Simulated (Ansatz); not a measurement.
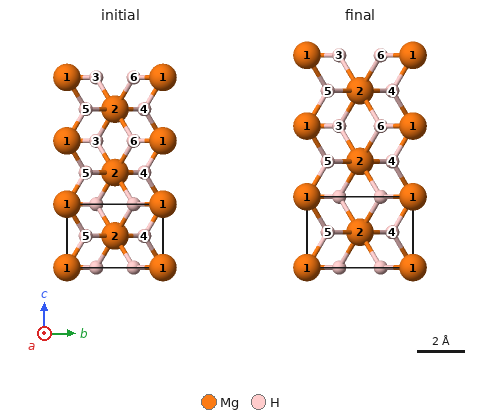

The structure of a crystal of MgH2 (built on the rutile type) before (left) and after (right) a relaxation, at one scale.

Style: ball-and-stick. Shown: the cell of the calculation, repeated 1 × 1 × 3 with one cell outlined, along the a axis.

These are results of Ansatz 0.2.0, DFT, PBE, plane waves, PAW, not measurements. Set-up: plane-wave cutoff 420 eV; k-point mesh 6 × 6 × 8; occupations fermi dirac; smearing width 0.02 eV; no spin polarisation; cell and atoms relaxed; force threshold 0.005 eV/Å.

**What changed between the two?**

The energy falls by 187 meV per atom in 6 accepted moves (8 points after the start). Largest force component: 0.17 eV/Å at the start, 0.0002 eV/Å at the end. Pressure: 27.51 GPa at the start and 0.03 GPa at the end. At 2 points the geometry stayed and the basis and grid were re-selected for the new cell (energy shift of 5.6 meV per atom at most each time). The atoms keep their places relative to the cell (all moves are under 0.005 Å). The volume changes by +36.2 %, with a = b 4.088 → 4.516 Å (+10.5 %), c 2.698 → 3.013 Å (+11.6 %). Near-neighbour distances that change, for instance: Mg1–Mg1 2.698 → 3.013 Å, Mg1–H4 1.758 → 1.957 Å, Mg1–H3 1.763 → 1.944 Å. The space group stays P4_2/mnm (No. 136). The run took 5.7 s on 2 threads of AMD EPYC 7R13 Processor (Zen 3), with other jobs on the host, peak memory 0.57 GiB.
